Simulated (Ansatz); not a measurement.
**TiCo₂: single-point calculation (part 1 of 2)**

- system: TiCo₂ (Fd-3m, 6 atoms in the cell)
- method: DFT r2SCAN, scalar-relativistic, plane waves, PAW, spin-polarised (Ansatz 0.2.0)

The structure derives from an entry of the Crystallography Open Database. Figures and captions count atoms from 1; the log counts them from 0 in places.

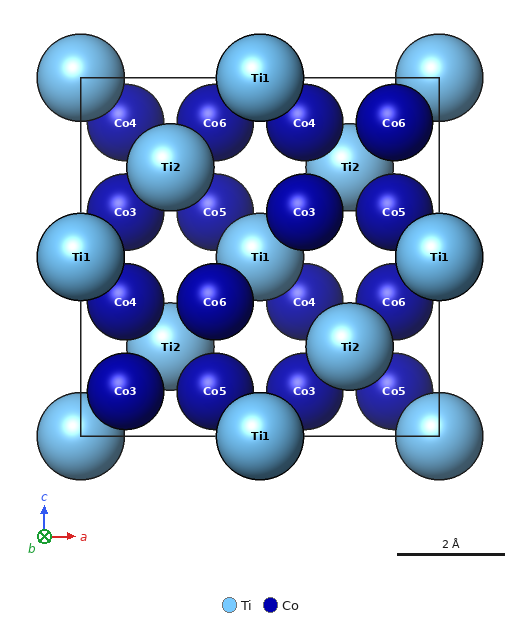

**Figure 1.** The input geometry (spheres-only view of the cell 4 times as large as that of the calculation, set on its symmetry axes, along the b axis; atoms are numbered from 1 in the order of the input). An atom can appear more than once, as a periodic image.

### Key numbers

- outcome: converged
- space group (tolerance 0.01 Å): Fd-3m (227)
- electrons treated: 92
- free energy: −25536.3479 eV
- Fermi energy: 17.256 eV
- gap on the k-point mesh: none (metallic)
- net moment of the cell: 4.03 μB
- integrated absolute moment: 8.35 μB
- pressure: −1.40 GPa
- largest force (length of the vector): under 0.001 eV/Å
- hardware: 1 thread of Intel Xeon @ 2.50GHz (Skylake/Cascade Lake), 189 GiB of memory available, shared host
- wall time: 1.7 min
- peak memory: 0.72 GiB

The electronic state found may not be the lowest one. The program warns: the state was not tested for a lower one.

### The input
```yaml
crystal:
  lattice:
    - [0.0, 3.352, 3.352]
    - [3.352, 0.0, 3.352]
    - [3.352, 3.352, 0.0]
  atoms:
    - { symbol: Ti, position: [0.5, 0.5, 0.5] }
    - { symbol: Ti, position: [0.75, 0.75, 0.75] }
    - { symbol: Co, position: [0.125, 0.125, 0.125], spin: 3.0 }
    - { symbol: Co, position: [0.625, 0.125, 0.125], spin: 3.0 }
    - { symbol: Co, position: [0.125, 0.125, 0.625], spin: 3.0 }
    - { symbol: Co, position: [0.125, 0.625, 0.125], spin: 3.0 }
basis:
  ecutwfc: 500
kpoints:
  mp_grid: { grid: [6, 6, 6] }
hamiltonian:
  xc: r2scan
scf:
  occupations: { method: gaussian, width: 0.1 }
output:
  forces: true
  stress: true
  eigenvalues: true
  populations: true
magnetization:
  spin_polarized: true
```

Run as:
```bash
ansatz run input.yaml --threads 1 --pin off --max-ram 2560MiB --backend cpu --events-out ev --progress --plain --runs-dir out
```

### What the program printed
```
Engine: ansatz 0.2.0, x86_64-unknown-linux-gnu
Pseudopotentials: kind: paw
Pseudopotential: Ti, paw, valence charge 12, recommended cutoff 500 eV (meta_gga), Ti.paw.azcp
Pseudopotential: Co, paw, valence charge 17, recommended cutoff 500 eV (meta_gga), Co.paw.azcp
Functional definition: r2SCAN
  parameter k0 = 0.174
  parameter k1 = 0.065
  parameter a1 = 4.9479
  exchange = r2scan_x(k0 = k0, k1 = k1, a1 = a1)
  correlation = r2scan_c
Crystal: 6 atoms, lattice volume = 75.326 Å³
Basis set: ecut = 500 eV, 1917 PW (Γ), exchange–correlation on 144×144×144 points (64 copies of the dense FFT grid, shifted against one another)
Bands: 63, of which v1, the nominal top of the filled ones, is band 46 counted from 1 (45 counted from 0)
Symmetry: 48 space group operations
Space group: Fd-3m (ITA 227), of the structure as read, at distance tolerance 4.2e-5 Å
Magnetic group: BNS 227.128 (UNI 1630), of the structure as read, at distance tolerance 4.2e-5 Å
k-points: 16 of 216
Non-local potential: Ti, projectors of the file, l = 0: 3, l = 1: 2, l = 2: 3, l = 3: 1
Non-local potential: Co, projectors of the file, l = 0: 3, l = 1: 2, l = 2: 3, l = 3: 1
PAW form: soft (Blöchl's): semilocal exchange-correlation on the pseudo side does not see the compensation charge
PAW frozen core: Ti, regenerated for the run's functional (the file was generated under x = pbe(κ = 0.804, μ = 0.2195149727645171), c = pbe(β = 0.06672455060314922))
PAW frozen core: Co, regenerated for the run's functional (the file was generated under x = pbe(κ = 0.804, μ = 0.2195149727645171), c = pbe(β = 0.06672455060314922))
PAW one-centre angular grid: Ti, 590 points (default); XC on 160 Gauss nodes
PAW one-centre angular grid: Co, 590 points (default); XC on 160 Gauss nodes
Initial density: superposition of atomic densities (chi_scale 0.1, normalization cell)
Starting moments: Σ|m| = 12 μB on 4 of 6 sites
Initial wavefunctions: pseudopotential atomic-orbital guess
Functional: x = r2scan, c = r2scan; τ floored in thin density (d = 2e-4 eV/Å³)
SCF iter   1: F=—  HF=-25534.413671 eV  |F-HF|=—  |Δ(HF+E_count)|=         —  Δρ=7.64e-2 (↑7.64e-2 ↓5.24e-2)  dr2=7.30e0  dr2_τ=5.37e-2  dr2_m=4.54e-1  M=9.368 μB ∫|m|=10.317 μB  β_m=1.00  ethr=3.10e-3  ⟨swp⟩=5.2  Hψ=6059  notcnv=0  defer=31
Mixer restart at iter 1: flushing history
preconditioner: auto → Kerker (q_TF=auto, 2.821 Å⁻¹)  [metal: Δε(μ)=0.007 eV  Ē_g=7.440 eV  σ=0.100 eV  W_gap=0.04  n_scr=26 (ndim 8)  ℏωp=28.4 eV  f_vac=0.000  D(μ)=9.30/eV (n_scr^D=136)]
spin=Collinear: Kerker preconditioning applied to the charge; magnetization (m = ρ↑ − ρ↓) channel mixes plain (no charge-response kernel on spin).
SCF iter   2: F=—  HF=-25532.541991 eV  |F-HF|=—  |Δ(HF+E_count)|=    1.87e0  Δρ=3.47e-2 (↑3.47e-2 ↓2.56e-2)  dr2=2.70e0  dr2_τ=4.08e-2  dr2_m=2.01e-1  M=7.831 μB ∫|m|=10.288 μB  β_m=1.00  ethr=3.10e-3  ⟨swp⟩=2.5  Hψ=3579  notcnv=0  defer=210  κ⁻¹=1.0e0(r=1)
SCF iter   3: F=—  HF=-25533.422812 eV  |F-HF|=—  |Δ(HF+E_count)|=   8.81e-1  Δρ=2.27e-2 (↑2.27e-2 ↓2.14e-2)  dr2=1.80e0  dr2_τ=5.66e-3  dr2_m=9.82e-2  M=7.049 μB ∫|m|=10.272 μB  β_m=1.00  ethr=2.94e-3  ⟨swp⟩=2.0  Hψ=2388  notcnv=0  defer=209  κ⁻¹=3.8e-2(r=2)
SCF iter   4: F=—  HF=-25535.451266 eV  |F-HF|=—  |Δ(HF+E_count)|=    2.03e0  Δρ=1.67e-2 (↑7.54e-3 ↓1.67e-2)  dr2=4.15e-1  dr2_τ=1.92e-3  dr2_m=6.27e-2  M=5.567 μB ∫|m|=9.980 μB  β_m=1.00  ethr=1.95e-3  ⟨swp⟩=2.7  Hψ=3241  notcnv=0  defer=206  κ⁻¹=8.0e-3(r=3)
SCF iter   5: F=—  HF=-25535.844637 eV  |F-HF|=—  |Δ(HF+E_count)|=   3.93e-1  Δρ=1.47e-2 (↑6.65e-3 ↓1.47e-2)  dr2=3.56e-1  dr2_τ=1.23e-3  dr2_m=4.93e-2  M=5.112 μB ∫|m|=9.702 μB  β_m=1.00  ethr=4.51e-4  ⟨swp⟩=2.3  Hψ=2682  notcnv=0  defer=205  κ⁻¹=1.3e-3(r=4)
SCF iter   6: F=—  HF=-25536.227453 eV  |F-HF|=—  |Δ(HF+E_count)|=   3.83e-1  Δρ=5.76e-3 (↑5.39e-3 ↓5.76e-3)  dr2=7.94e-2  dr2_τ=1.69e-3  dr2_m=1.86e-3  M=4.133 μB ∫|m|=8.950 μB  β_m=1.00  ethr=3.87e-4  ⟨swp⟩=2.2  Hψ=3070  notcnv=0  defer=205  κ⁻¹=6.1e-4(r=5)
SCF iter   7: F=—  HF=-25536.307296 eV  |F-HF|=—  |Δ(HF+E_count)|=         —  Δρ=9.74e-3 (↑9.74e-3 ↓7.39e-3)  dr2=4.18e-2  dr2_τ=1.12e-3  dr2_m=3.97e-2  M=4.004 μB ∫|m|=8.675 μB  β_m=1.00  ethr=8.63e-5  ⟨swp⟩=2.6  Hψ=3256  notcnv=0  defer=231
Mixer restart at iter 7: flushing history
SCF iter   8: F=—  HF=-25536.305145 eV  |F-HF|=—  |Δ(HF+E_count)|=   2.15e-3  Δρ=4.50e-3 (↑4.50e-3 ↓3.28e-3)  dr2=2.47e-2  dr2_τ=4.48e-4  dr2_m=2.09e-3  M=4.001 μB ∫|m|=8.586 μB  β_m=1.00  ethr=4.55e-5  ⟨swp⟩=1.5  Hψ=2138  notcnv=0  defer=231  κ⁻¹=1.0e0(r=1)
SCF iter   9: F=—  HF=-25536.321831 eV  |F-HF|=—  |Δ(HF+E_count)|=   1.67e-2  Δρ=3.02e-3 (↑3.02e-3 ↓2.67e-3)  dr2=1.11e-2  dr2_τ=3.16e-4  dr2_m=1.96e-4  M=4.021 μB ∫|m|=8.514 μB  β_m=1.00  ethr=2.68e-5  ⟨swp⟩=2.2  Hψ=2805  notcnv=0  defer=224  κ⁻¹=8.1e-2(r=2)
SCF iter  10: F=—  HF=-25536.340496 eV  |F-HF|=—  |Δ(HF+E_count)|=   1.87e-2  Δρ=1.79e-3 (↑1.79e-3 ↓1.79e-3)  dr2=4.03e-3  dr2_τ=1.22e-4  dr2_m=3.65e-5  M=4.042 μB ∫|m|=8.445 μB  β_m=1.00  ethr=1.21e-5  ⟨swp⟩=2.0  Hψ=3528  notcnv=0  defer=224  κ⁻¹=4.2e-3(r=3)
SCF iter  11: F=—  HF=-25536.345907 eV  |F-HF|=—  |Δ(HF+E_count)|=   5.41e-3  Δρ=7.73e-4 (↑6.66e-4 ↓7.73e-4)  dr2=2.99e-4  dr2_τ=1.47e-5  dr2_m=9.52e-5  M=4.034 μB ∫|m|=8.440 μB  β_m=1.00  ethr=4.38e-6  ⟨swp⟩=2.1  Hψ=3333  notcnv=0  defer=224  κ⁻¹=4.3e-4(r=4)
SCF iter  12: F=—  HF=-25536.346711 eV  |F-HF|=—  |Δ(HF+E_count)|=   8.05e-4  Δρ=6.73e-4 (↑4.09e-4 ↓6.73e-4)  dr2=1.38e-4  dr2_τ=6.00e-6  dr2_m=4.91e-5  M=4.035 μB ∫|m|=8.415 μB  β_m=1.00  ethr=3.25e-7  ⟨swp⟩=2.0  Hψ=3073  notcnv=0  defer=224  κ⁻¹=3.0e-4(r=5)
SCF iter  13: F=—  HF=-25536.347188 eV  |F-HF|=—  |Δ(HF+E_count)|=   4.77e-4  Δρ=4.97e-4 (↑2.93e-4 ↓4.97e-4)  dr2=9.20e-5  dr2_τ=2.60e-6  dr2_m=1.59e-5  M=4.037 μB ∫|m|=8.387 μB  β_m=1.00  ethr=1.50e-7  ⟨swp⟩=2.5  Hψ=3179  notcnv=0  defer=224  κ⁻¹=2.4e-4(r=6)
SCF iter  14: F=—  HF=-25536.347594 eV  |F-HF|=—  |Δ(HF+E_count)|=   4.06e-4  Δρ=2.95e-4 (↑2.04e-4 ↓2.95e-4)  dr2=4.49e-5  dr2_τ=1.10e-6  dr2_m=2.53e-6  M=4.038 μB ∫|m|=8.357 μB  β_m=1.00  ethr=1.00e-7  ⟨swp⟩=2.5  Hψ=3514  notcnv=0  defer=224  κ⁻¹=3.3e-5(r=7)
SCF iter  15: F=—  HF=-25536.347827 eV  |F-HF|=—  |Δ(HF+E_count)|=   2.32e-4  Δρ=1.24e-4 (↑8.41e-5 ↓1.24e-4)  dr2=6.40e-6  dr2_τ=1.89e-7  dr2_m=2.51e-6  M=4.033 μB ∫|m|=8.346 μB  β_m=1.00  ethr=4.88e-8  ⟨swp⟩=2.0  Hψ=3547  notcnv=0  defer=224  κ⁻¹=7.3e-6(r=8)
SCF iter  16: F=—  HF=-25536.347853 eV  |F-HF|=—  |Δ(HF+E_count)|=   2.67e-5  Δρ=5.55e-5 (↑4.53e-5 ↓5.55e-5)  dr2=2.58e-6  dr2_τ=7.34e-8  dr2_m=1.54e-7  M=4.033 μB ∫|m|=8.345 μB  β_m=1.00  ethr=6.96e-9  ⟨swp⟩=2.0  Hψ=3133  notcnv=0  defer=224  κ⁻¹=1.3e-5(r=8)
SCF iter  17: F=—  HF=-25536.347863 eV  |F-HF|=—  |Δ(HF+E_count)|=   9.84e-6  Δρ=3.81e-5 (↑3.05e-5 ↓3.81e-5)  dr2=1.01e-6  dr2_τ=3.05e-8  dr2_m=1.48e-7  M=4.034 μB ∫|m|=8.345 μB  β_m=1.00  ethr=2.81e-9  ⟨swp⟩=2.0  Hψ=3222  notcnv=0  defer=224  κ⁻¹=2.9e-5(r=8)
SCF iter  18: F=—  HF=-25536.347865 eV  |F-HF|=—  |Δ(HF+E_count)|=   2.27e-6  Δρ=1.81e-5 (↑1.51e-5 ↓1.81e-5)  dr2=1.63e-7  dr2_τ=7.82e-9  dr2_m=4.39e-8  M=4.035 μB ∫|m|=8.344 μB  β_m=1.00  ethr=1.10e-9  ⟨swp⟩=2.0  Hψ=3500  notcnv=0  defer=224  κ⁻¹=2.8e-5(r=8)
SCF iter  19: F=—  HF=-25536.347866 eV  |F-HF|=—  |Δ(HF+E_count)|=   4.49e-7  Δρ=1.25e-5 (↑1.25e-5 ↓8.56e-6)  dr2=9.08e-8  dr2_τ=3.15e-9  dr2_m=9.73e-9  M=4.035 μB ∫|m|=8.344 μB  β_m=1.00  ethr=1.77e-10  ⟨swp⟩=2.0  Hψ=3517  notcnv=0  defer=224  κ⁻¹=3.5e-5(r=8)
SCF iter  20: F=—  HF=-25536.347866 eV  |F-HF|=—  |Δ(HF+E_count)|=   4.00e-7  Δρ=6.86e-6 (↑6.86e-6 ↓6.26e-6)  dr2=3.40e-8  dr2_τ=1.78e-9  dr2_m=5.44e-9  M=4.035 μB ∫|m|=8.345 μB  β_m=1.00  ethr=9.86e-11  ⟨swp⟩=2.0  Hψ=3431  notcnv=0  defer=224  κ⁻¹=9.7e-5(r=8)
SCF iter  21: F=—  HF=-25536.347866 eV  |F-HF|=—  |Δ(HF+E_count)|=   1.73e-7  Δρ=1.82e-6 (↑1.82e-6 ↓1.80e-6)  dr2=2.94e-9  dr2_τ=9.16e-11  dr2_m=5.14e-10  M=4.034 μB ∫|m|=8.345 μB  β_m=1.00  ethr=3.70e-11  ⟨swp⟩=2.0  Hψ=3510  notcnv=0  defer=224  κ⁻¹=1.5e-4(r=8)
SCF iter  22: F=-25536.347866 eV  HF=-25536.347866 eV  |F-HF|=6.97e-8  |Δ(HF+E_count)|=   5.57e-8  Δρ=4.79e-6 (↑4.79e-6 ↓4.73e-6)  dr2=1.14e-9  dr2_τ=6.92e-10  dr2_m=1.51e-8  M=4.035 μB ∫|m|=8.344 μB  ethr=3.20e-12  ⟨swp⟩=7.8  Hψ=7856  notcnv=0
SCF 1 converged in 22 iterations: F = -25536.347866 eV  dr2 = 1.14e-9
  greatest PAW one-centre occupation: 1.003 electrons in one spin orbital (limit 2), on the Co atom at site 5 (counted from 0), in its partial waves of l = 1
```

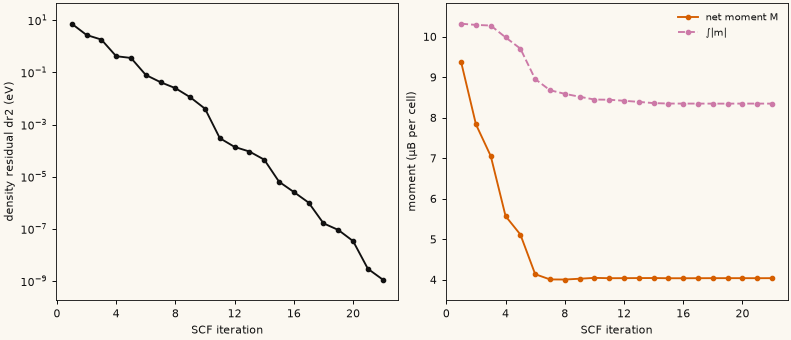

**Figure 2.** Convergence of the self-consistent field: density residual dr2 and magnetic moment against the SCF iteration. The residual falls at every step. The net moment goes from 9.4 to 4.0 μB per cell.
